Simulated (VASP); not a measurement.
```xyz
24
Lattice="9.4265 0.0000 0.0000 -4.7132 8.1636 0.0000 0.0000 0.0000 5.6520" Properties=species:S:1:pos:R:3 pbc="T T T"
Si    2.3644    3.0097    0.4725
Si   -2.3487    5.7309    2.3564
Si    7.0776    0.2886    4.2405
Si    0.0000    0.0000    1.6230
Si    4.7133    2.7212    3.5070
Si    0.0000    5.4424    5.3910
Si    5.6377    0.5428    0.4725
Si    0.9245    3.2640    2.3564
Si    5.6377    5.9852    4.2405
Si   -2.3644    7.8750    1.4115
Si    7.0620    2.4327    3.2956
Si    2.3488    5.1538    5.1795
Si   -0.9245    2.1784    1.4115
Si    3.7887    4.8996    3.2956
Si   -0.9245    7.6208    5.1795
Si    4.7133    2.7212    0.2610
Si    0.0000    5.4424    2.1450
Si    0.0000    0.0000    4.0290
Si    3.2890    6.2737    1.4115
Si    3.2889    0.8314    3.2956
Si   -1.4243    3.5525    5.1795
Si    6.1375    4.6110    0.4725
Si    1.4243    7.3322    2.3564
Si    1.4242    1.8899    4.2405
```

Space group R-3; a structure from a database of computed crystals, not necessarily the ambient phase.

Method: VASP, Kohn-Sham DFT of a periodic cell, PBE, VASP PAW PBE potentials, recommended.

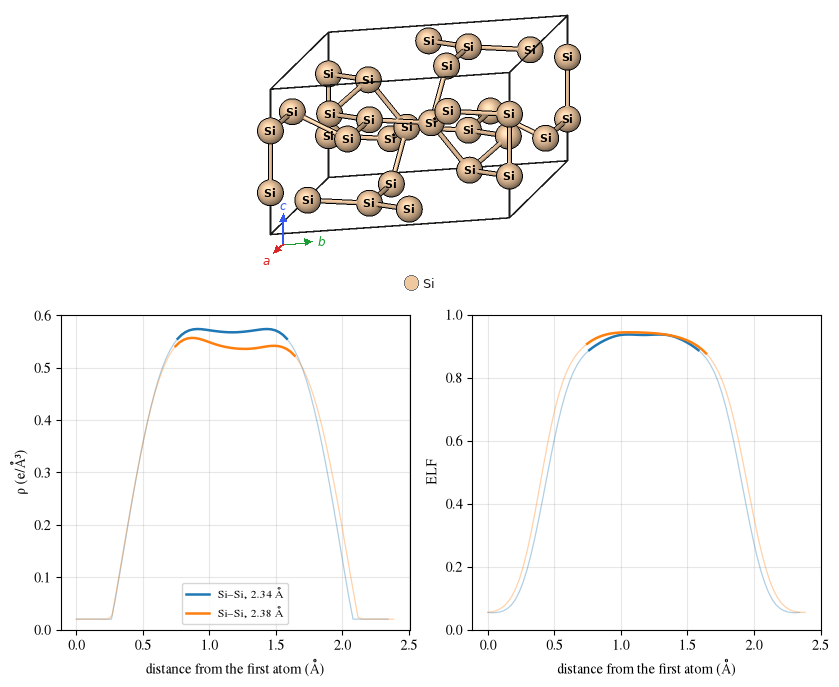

Si. Valence charge density (pseudo) and electron localisation function along straight lines between neighbouring atoms. Thin, pale parts lie inside the atomic spheres. The structure is drawn too.

Core electrons are frozen (PAW), and the valence fields are smoothed inside the atomic spheres.

Compare the contacts.

Si–Si (2.34 Å): ρ is about 0.57 e/Å³ halfway; the ELF peaks at about 0.95 between the atoms; a covalent bond.
Si–Si (2.38 Å): the density is about 0.54 e/Å³ at the midpoint; the ELF peaks at about 0.95 between the atoms, as expected for a covalent bond.
